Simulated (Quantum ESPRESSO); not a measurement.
## Single-point calculation of InP

The run: single-point calculation of InP (F-43m, 2 atoms in the cell). Method and program: Kohn-Sham DFT of a periodic cell, PBE, PseudoDojo 0.5 SR PBE standard, no spin polarisation (Quantum ESPRESSO 7.5).

The structure derives from an entry of the Crystallography Open Database. The volume is scaled by 0.94.

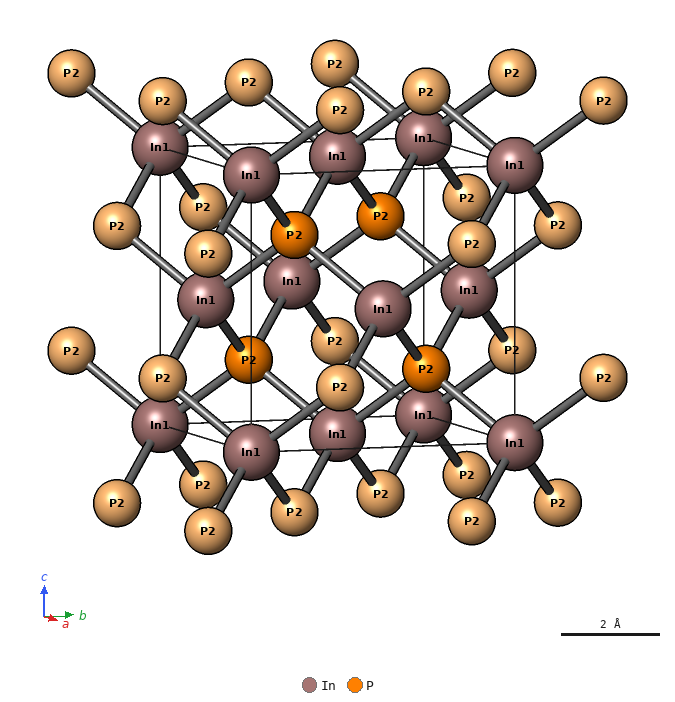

Fig. 1: The input geometry (ball-and-stick view of the cell 4 times as large as that of the calculation, set on its symmetry axes, seen slightly off an axis; neighbours outside the cell are drawn fainter; atoms are numbered from 1 in the order of the input). Near neighbours in the crystal (not all of them lie inside the picture): In has 4 P at 2.49 Å; P has 4 In at 2.49 Å.

The input:
```
&CONTROL
  calculation = 'scf'
  prefix = 'pwscf'
  outdir = './tmp'
  pseudo_dir = './pseudo'
  tprnfor = .true.
  tstress = .true.
  disk_io = 'nowf'
/
&SYSTEM
  ibrav = 0
  nat = 2
  ntyp = 2
  ecutwfc = 70
  nbnd = 15
  occupations = 'smearing'
  smearing = 'fd'
  degauss = 0.00367493
/
&ELECTRONS
  conv_thr = 4d-10
  electron_maxstep = 120
  mixing_beta = 0.5
/
ATOMIC_SPECIES
In   114.8180 In.upf
P     30.9738 P.upf
CELL_PARAMETERS angstrom
   0.0000000000    2.8706770916    2.8706770916
   2.8706770916    0.0000000000    2.8706770916
   2.8706770916    2.8706770916    0.0000000000
ATOMIC_POSITIONS crystal
In     0.0000000000    0.0000000000    0.0000000000
P      0.7500000000    0.7500000000    0.7500000000
K_POINTS automatic
8 8 8 0 0 0
```

Hardware: 1 thread of Intel Xeon (Granite Rapids), 64 GiB of memory available, shared host.

Command:
```bash
OMP_NUM_THREADS=1 pw.x -in pw.in > pw.out
```

The program's output:
```
This program is part of the open-source Quantum ESPRESSO suite
     for quantum simulation of materials; please cite
         "P. Giannozzi et al., J. Phys.:Condens. Matter 21 395502 (2009);
         "P. Giannozzi et al., J. Phys.:Condens. Matter 29 465901 (2017);
         "P. Giannozzi et al., J. Chem. Phys. 152 154105 (2020);
          URL
     in publications or presentations arising from this work. More details at

     Message from routine setup:
     using ibrav=0 with symmetry is DISCOURAGED, use correct ibrav instead

     G-vector sticks info
     --------------------
     sticks:   dense  smooth     PW     G-vecs:    dense   smooth      PW
     Sum        1135    1135    337                25125    25125    4015

     Using Slab Decomposition

     bravais-lattice index     =            0
     lattice parameter (alat)  =       7.6718  a.u.
     unit-cell volume          =     319.2858 (a.u.)^3
     number of atoms/cell      =            2
     number of atomic types    =            2
     number of electrons       =        18.00
     number of Kohn-Sham states=           15
     kinetic-energy cutoff     =      70.0000  Ry
     charge density cutoff     =     280.0000  Ry
     scf convergence threshold =      4.0E-10
     mixing beta               =       0.5000
     number of iterations used =            8  plain     mixing
     Exchange-correlation= PBE
                           (   1   4   3   4   0   0   0)

     celldm(1)=   7.671817  celldm(2)=   0.000000  celldm(3)=   0.000000
     celldm(4)=   0.000000  celldm(5)=   0.000000  celldm(6)=   0.000000

     crystal axes: (cart. coord. in units of alat)
               a(1) = (   0.000000   0.707107   0.707107 )
               a(2) = (   0.707107   0.000000   0.707107 )
               a(3) = (   0.707107   0.707107   0.000000 )

     reciprocal axes: (cart. coord. in units 2 pi/alat)
               b(1) = ( -0.707107  0.707107  0.707107 )
               b(2) = (  0.707107 -0.707107  0.707107 )
               b(3) = (  0.707107  0.707107 -0.707107 )

     PseudoPot. # 1 for In read from file:
     In.upf
     Pseudo is Norm-conserving + core correction, Zval = 13.0
     Generated using ONCVPSP code by D. R. Hamann
     Using radial grid of 1964 points,  6 beta functions with:
                l(1) =   0
                l(2) =   0
                l(3) =   1
                l(4) =   1
                l(5) =   2
                l(6) =   2

     PseudoPot. # 2 for P  read from file:
     P.upf
     Pseudo is Norm-conserving + core correction, Zval =  5.0
     Generated using ONCVPSP code by D. R. Hamann
     Using radial grid of 1298 points,  6 beta functions with:
                l(1) =   0
                l(2) =   0
                l(3) =   1
                l(4) =   1
                l(5) =   2
                l(6) =   2

     atomic species   valence    mass     pseudopotential
     In               13.00   114.81800     In( 1.00)
     P                 5.00    30.97380     P ( 1.00)

     24 Sym. Ops. (no inversion) found

   Cartesian axes

     site n.     atom                  positions (alat units)
         1        In     tau(   1) = (   0.0000000   0.0000000   0.0000000  )
         2        P      tau(   2) = (   1.0606602   1.0606602   1.0606602  )

     number of k points=    29  Fermi-Dirac smearing, width (Ry)=  0.0037
                       cart. coord. in units 2pi/alat
        k(    1) = (   0.0000000   0.0000000   0.0000000), wk =   0.0039062
        k(    2) = (   0.0883883   0.0883883  -0.0883883), wk =   0.0312500
        k(    3) = (   0.1767767   0.1767767  -0.1767767), wk =   0.0312500
        k(    4) = (   0.2651650   0.2651650  -0.2651650), wk =   0.0312500
        k(    5) = (  -0.3535534  -0.3535534   0.3535534), wk =   0.0156250
        k(    6) = (   0.1767767   0.0000000   0.0000000), wk =   0.0234375
        k(    7) = (   0.2651650   0.0883883  -0.0883883), wk =   0.0937500
        k(    8) = (   0.3535534   0.1767767  -0.1767767), wk =   0.0937500
        k(    9) = (  -0.2651650  -0.4419417   0.4419417), wk =   0.0937500
        k(   10) = (  -0.1767767  -0.3535534   0.3535534), wk =   0.0937500
        k(   11) = (  -0.0883883  -0.2651650   0.2651650), wk =   0.0937500
        k(   12) = (   0.0000000  -0.1767767   0.1767767), wk =   0.0468750
        k(   13) = (   0.3535534   0.0000000   0.0000000), wk =   0.0234375
        k(   14) = (   0.4419417   0.0883883  -0.0883883), wk =   0.0937500
        k(   15) = (  -0.1767767  -0.5303301   0.5303301), wk =   0.0937500
        k(   16) = (  -0.0883883  -0.4419417   0.4419417), wk =   0.0937500
        k(   17) = (   0.0000000  -0.3535534   0.3535534), wk =   0.0468750
        k(   18) = (   0.5303301  -0.0000000   0.0000000), wk =   0.0234375
        k(   19) = (  -0.0883883  -0.6187184   0.6187184), wk =   0.0937500
        k(   20) = (   0.0000000  -0.5303301   0.5303301), wk =   0.0468750
        k(   21) = (  -0.7071068   0.0000000   0.0000000), wk =   0.0117188
        k(   22) = (   0.3535534   0.1767767   0.0000000), wk =   0.0937500
        k(   23) = (  -0.2651650  -0.4419417   0.6187184), wk =   0.1875000
        k(   24) = (  -0.1767767  -0.3535534   0.5303301), wk =   0.0937500
        k(   25) = (  -0.1767767  -0.5303301   0.7071068), wk =   0.0937500
        k(   26) = (  -0.0883883  -0.4419417   0.6187184), wk =   0.1875000
        k(   27) = (   0.0000000  -0.3535534   0.5303301), wk =   0.0937500
        k(   28) = (  -0.7071068   0.1767767  -0.0000000), wk =   0.0468750
        k(   29) = (  -0.7071068   0.3535534   0.0000000), wk =   0.0234375

     Dense  grid:    25125 G-vectors     FFT dimensions: (  45,  45,  45)

     Initial potential from superposition of free atoms

     starting charge      17.9960, renormalised to      18.0000
     Starting wfcs are   13 randomized atomic wfcs +    2 random wfcs

     Self-consistent Calculation

     iteration #  1     ecut=    70.00 Ry     beta= 0.50
     Davidson diagonalization with overlap
     ethr =  1.00E-02,  avg # of iterations =  4.9

     Threshold (ethr) on eigenvalues was too large:
     Diagonalizing with lowered threshold

     Davidson diagonalization with overlap
     ethr =  6.15E-04,  avg # of iterations =  1.7

     total energy              =    -146.75625275 Ry
     estimated scf accuracy    <       0.10833685 Ry

     iteration #  2     ecut=    70.00 Ry     beta= 0.50
     Davidson diagonalization with overlap
     ethr =  6.02E-04,  avg # of iterations =  2.2

     total energy              =    -146.77873975 Ry
     estimated scf accuracy    <       0.00613903 Ry

     iteration #  3     ecut=    70.00 Ry     beta= 0.50
     Davidson diagonalization with overlap
     ethr =  3.41E-05,  avg # of iterations =  5.9

     total energy              =    -146.77919080 Ry
     estimated scf accuracy    <       0.00124971 Ry

     iteration #  4     ecut=    70.00 Ry     beta= 0.50
     Davidson diagonalization with overlap
     ethr =  6.94E-06,  avg # of iterations =  2.2

     total energy              =    -146.77924518 Ry
     estimated scf accuracy    <       0.00002224 Ry

     iteration #  5     ecut=    70.00 Ry     beta= 0.50
     Davidson diagonalization with overlap
     ethr =  1.24E-07,  avg # of iterations =  4.3

     total energy              =    -146.77925820 Ry
     estimated scf accuracy    <       0.00000204 Ry

     iteration #  6     ecut=    70.00 Ry     beta= 0.50
     Davidson diagonalization with overlap
     ethr =  1.13E-08,  avg # of iterations =  2.2

     total energy              =    -146.77925877 Ry
     estimated scf accuracy    <       0.00000013 Ry

     iteration #  7     ecut=    70.00 Ry     beta= 0.50
     Davidson diagonalization with overlap
     ethr =  7.41E-10,  avg # of iterations =  2.5

     total energy              =    -146.77925881 Ry
     estimated scf accuracy    <       0.00000001 Ry

     iteration #  8     ecut=    70.00 Ry     beta= 0.50
     Davidson diagonalization with overlap
     ethr =  6.32E-11,  avg # of iterations =  3.4

     total energy              =    -146.77925882 Ry
     estimated scf accuracy    <          1.7E-09 Ry

     iteration #  9     ecut=    70.00 Ry     beta= 0.50
     Davidson diagonalization with overlap
     ethr =  9.72E-12,  avg # of iterations =  2.5

     End of self-consistent calculation

          k = 0.0000 0.0000 0.0000 (  3143 PWs)   bands (ev):

    -6.4260  -6.4260  -6.4260  -6.2437  -6.2437  -3.9951   7.9657   7.9657
     7.9657   9.0148  12.0498  12.0498  12.0498  16.8505  17.4735

          k = 0.0884 0.0884-0.0884 (  3164 PWs)   bands (ev):

    -6.4503  -6.4169  -6.4169  -6.2436  -6.2436  -3.7988   6.4245   7.7590
     7.7590   9.8730  12.2666  12.3498  12.3498  16.8169  16.8170

          k = 0.1768 0.1768-0.1768 (  3167 PWs)   bands (ev):

    -6.5047  -6.3977  -6.3977  -6.2405  -6.2405  -3.2494   4.3933   7.3518
     7.3518   9.9383  12.7909  12.7909  13.4780  16.6000  16.6001

          k = 0.2652 0.2652-0.2652 (  3160 PWs)   bands (ev):

    -6.5544  -6.3834  -6.3834  -6.2321  -6.2321  -2.5031   2.6680   7.0228
     7.0228   9.7095  12.8333  12.8333  14.8260  17.1229  17.5981

          k =-0.3536-0.3536 0.3536 (  3142 PWs)   bands (ev):

    -6.5740  -6.3791  -6.3791  -6.2268  -6.2268  -2.0639   1.8900   6.9016
     6.9016   9.6140  12.7717  12.7717  15.2019  17.7742  18.7595

          k = 0.1768 0.0000 0.0000 (  3163 PWs)   bands (ev):

    -6.4672  -6.4081  -6.4081  -6.2514  -6.2374  -3.7344   6.4664   7.3920
     7.3920  10.4332  11.3882  12.8439  12.8439  15.7863  17.6171

          k = 0.2652 0.0884-0.0884 (  3161 PWs)   bands (ev):

    -6.5108  -6.3916  -6.3877  -6.2569  -6.2312  -3.3036   4.9291   6.9330
     6.9710  10.7794  11.5819  13.4022  13.4807  15.5766  17.5035

          k = 0.3536 0.1768-0.1768 (  3146 PWs)   bands (ev):

    -6.5541  -6.3792  -6.3712  -6.2525  -6.2248  -2.6083   3.2029   6.4439
     6.6423  10.5761  12.2899  13.5862  13.8904  16.7664  18.1619

          k =-0.2652-0.4419 0.4419 (  3158 PWs)   bands (ev):

    -6.5777  -6.3743  -6.3659  -6.2402  -6.2247  -1.9944   2.0757   6.0399
     6.6211  10.4538  12.3737  13.3400  15.1869  17.3777  18.7860

          k =-0.1768-0.3536 0.3536 (  3162 PWs)   bands (ev):

    -6.5700  -6.3751  -6.3705  -6.2356  -6.2321  -2.1497   2.3402   5.9002
     6.8703  10.5046  12.5479  13.1439  15.0386  17.2426  17.8007

          k =-0.0884-0.2652 0.2652 (  3152 PWs)   bands (ev):

    -6.5340  -6.3857  -6.3823  -6.2473  -6.2331  -2.8585   3.7461   6.1018
     7.3021  10.6776  12.7886  12.9391  13.6284  15.9861  17.8766

          k = 0.0000-0.1768 0.1768 (  3160 PWs)   bands (ev):

    -6.4858  -6.4065  -6.3983  -6.2490  -6.2378  -3.4848   5.3803   6.7742
     7.7067  10.5509  12.1793  12.4982  13.2186  15.9354  16.9684

          k = 0.3536 0.0000 0.0000 (  3178 PWs)   bands (ev):

    -6.5516  -6.3638  -6.3638  -6.2735  -6.2222  -3.0087   4.5853   6.4163
     6.4163  10.3904  11.2664  14.5052  14.5052  15.0237  18.0171

          k = 0.4419 0.0884-0.0884 (  3156 PWs)   bands (ev):

    -6.5866  -6.3483  -6.3430  -6.2794  -6.2155  -2.4261   3.4351   5.7660
     6.0869  10.4299  11.4208  14.2879  15.0109  16.7467  18.5137

          k =-0.1768-0.5303 0.5303 (  3168 PWs)   bands (ev):

    -6.5998  -6.3511  -6.3353  -6.2693  -6.2177  -1.7879   2.3929   5.0179
     6.0606  10.5205  12.4935  14.2851  14.7523  17.7721  18.8812

          k =-0.0884-0.4419 0.4419 (  3171 PWs)   bands (ev):

    -6.5907  -6.3608  -6.3412  -6.2521  -6.2318  -1.6737   2.2434   4.6182
     6.3438  10.7575  13.0313  14.3007  14.9879  16.8644  17.3008

          k = 0.0000-0.3536 0.3536 (  3150 PWs)   bands (ev):

    -6.5661  -6.3706  -6.3606  -6.2455  -6.2379  -2.2284   3.0088   4.8839
     6.8400  11.1083  13.1230  13.6871  13.7095  16.0998  18.6707

          k = 0.5303-0.0000 0.0000 (  3162 PWs)   bands (ev):

    -6.6227  -6.3177  -6.3177  -6.2985  -6.2070  -1.9956   2.8439   5.6905
     5.6905   9.7817  10.6112  16.4491  16.4491  16.4932  18.5345

          k =-0.0884-0.6187 0.6187 (  3166 PWs)   bands (ev):

    -6.6336  -6.3183  -6.3079  -6.2945  -6.2068  -1.5002   2.2004   5.0523
     5.6007   9.9825  10.9333  16.0965  16.5571  17.9933  18.9934

          k = 0.0000-0.5303 0.5303 (  3180 PWs)   bands (ev):

    -6.6173  -6.3376  -6.3160  -6.2775  -6.2190  -1.3441   2.0901   4.3528
     5.8446  10.2855  12.4785  15.6476  15.6862  16.6033  17.9794

          k =-0.7071 0.0000 0.0000 (  3138 PWs)   bands (ev):

    -6.6495  -6.3094  -6.2980  -6.2980  -6.2006  -1.3413   1.9348   5.4299
     5.4299   9.6166  10.2155  17.6052  17.9583  17.9583  18.8076

          k = 0.3536 0.1768 0.0000 (  3151 PWs)   bands (ev):

    -6.5499  -6.3742  -6.3664  -6.2633  -6.2252  -2.7944   3.9622   5.7956
     6.7986  11.3529  11.5603  13.2133  14.3014  15.9031  18.3237

          k =-0.2652-0.4419 0.6187 (  3156 PWs)   bands (ev):

    -6.5786  -6.3678  -6.3488  -6.2584  -6.2248  -2.1076   2.7514   5.2011
     6.3762  11.3425  12.1980  13.3270  14.8203  16.7757  19.0932

          k =-0.1768-0.3536 0.5303 (  3152 PWs)   bands (ev):

    -6.5891  -6.3671  -6.3428  -6.2508  -6.2278  -1.7124   2.1246   5.0565
     6.1735  11.3169  12.1093  13.9839  15.3751  16.6100  18.8630

          k =-0.1768-0.5303 0.7071 (  3163 PWs)   bands (ev):

    -6.6091  -6.3405  -6.3232  -6.2822  -6.2138  -1.8585   2.6827   5.1487
     5.6627  10.8144  11.3813  14.1581  16.4743  16.8787  19.5773

          k =-0.0884-0.4419 0.6187 (  3160 PWs)   bands (ev):

    -6.6096  -6.3493  -6.3169  -6.2716  -6.2219  -1.4150   2.1801   4.5641
     5.4927  11.1667  12.5123  13.9183  15.6176  17.1303  19.3710

          k = 0.0000-0.3536 0.5303 (  3144 PWs)   bands (ev):

    -6.5968  -6.3603  -6.3255  -6.2610  -6.2297  -1.5602   2.3339   4.4311
     5.8289  11.5263  12.8890  13.3761  15.6530  16.4673  18.1015

          k =-0.7071 0.1768-0.0000 (  3176 PWs)   bands (ev):

    -6.6317  -6.3236  -6.3101  -6.2857  -6.2107  -1.2906   2.0130   5.0669
     5.0681  10.5992  11.1246  15.8502  15.9346  18.4742  19.3390

          k =-0.7071 0.3536 0.0000 (  3156 PWs)   bands (ev):

    -6.6105  -6.3524  -6.3104  -6.2689  -6.2257  -1.2384   2.1021   4.7440
     4.7664  12.2621  12.5966  13.6891  14.1693  18.6383  19.4585

     the Fermi energy is     8.5203 ev

!    total energy              =    -146.77925882 Ry
     estimated scf accuracy    <          2.6E-10 Ry
     smearing contrib. (-TS)   =      -0.00000002 Ry
     internal energy E=F+TS    =    -146.77925880 Ry

     The total energy is F=E-TS. E is the sum of the following terms:
     one-electron contribution =     -46.73532544 Ry
     hartree contribution      =      35.84008134 Ry
     xc contribution           =     -44.29389986 Ry
     ewald contribution        =     -91.59011484 Ry

     convergence has been achieved in   9 iterations

     Forces acting on atoms (cartesian axes, Ry/au):

     atom    1 type  1   force =     0.00000000   -0.00000000    0.00000000
     atom    2 type  2   force =     0.00000000    0.00000000   -0.00000000

     Total force =     0.000000     Total SCF correction =     0.000000

     Computing stress (Cartesian axis) and pressure

          total   stress  (Ry/bohr**3)                   (kbar)     P=       87.12
   0.00059225  -0.00000000  -0.00000000           87.12       -0.00       -0.00
  -0.00000000   0.00059225  -0.00000000           -0.00       87.12       -0.00
   0.00000000  -0.00000000   0.00059225            0.00       -0.00       87.12

=------------------------------------------------------------------------------=
   JOB DONE.
=------------------------------------------------------------------------------=
```

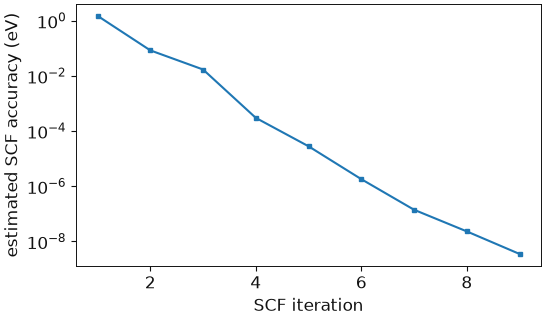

Fig. 2: Convergence of the self-consistent field: estimated SCF accuracy against the iteration. The field takes 9 iterations in all.

Key numbers:

- outcome: converged
- space group (tolerance 0.01 Å): F-43m (216)
- electrons treated: 18
- free energy: −1997.0336 eV
- Fermi energy: 8.520 eV
- gap on the k-point mesh: 1.05 eV
- pressure: 8.71 GPa
- largest force (length of the vector): under 0.001 eV/Å
- wall time: 23 s
- peak memory: 0.07 GiB

Notes:

The cell is under a pressure of 8.7 GPa at this level, so it is not at its equilibrium volume.
